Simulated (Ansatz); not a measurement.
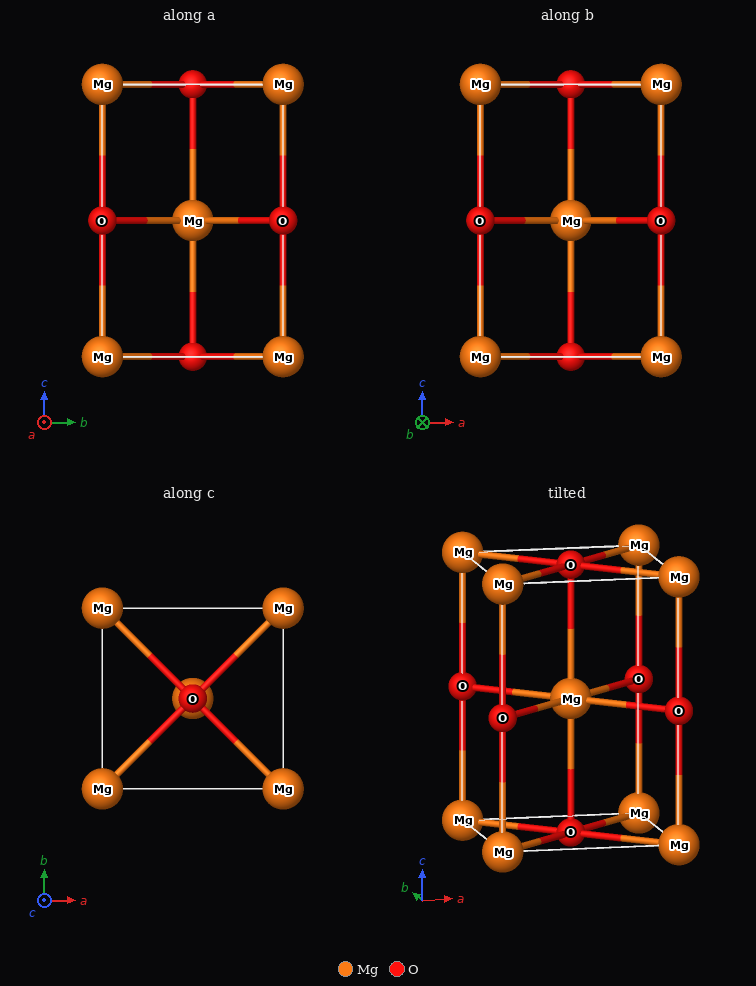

Structure drawing (ball-and-stick), viewed along the a axis, along the b axis, along the c axis and slightly off an axis. The parallelepiped is the conventional unit cell.

Lattice parameters: a = 2.862 Å, b = 2.862 Å, c = 4.311 Å, α = 90.00°, β = 90.00°, γ = 90.00°. Put a along x and b in the xy plane.

> Turn the picture into a POSCAR file.

```
Mg O
1.0
     2.862    0.000    0.000
     0.000    2.862    0.000
     0.000    0.000    4.311
Mg O
2 2
Direct
  0.0000 0.0000 0.0000
  0.5000 0.5000 0.5000
  0.5000 0.5000 0.0000
  0.0000 0.0000 0.5000
```

The model was built from a structure type filled with these elements by a generator (whether the compound takes this form wasn't checked). The cell was then strained or its atoms displaced on purpose. A calculation with Ansatz used it as input.

At this level of theory the cell isn't at rest (compressed, at 11 GPa), so its distances can differ from those at equilibrium, the more so the softer the solid.
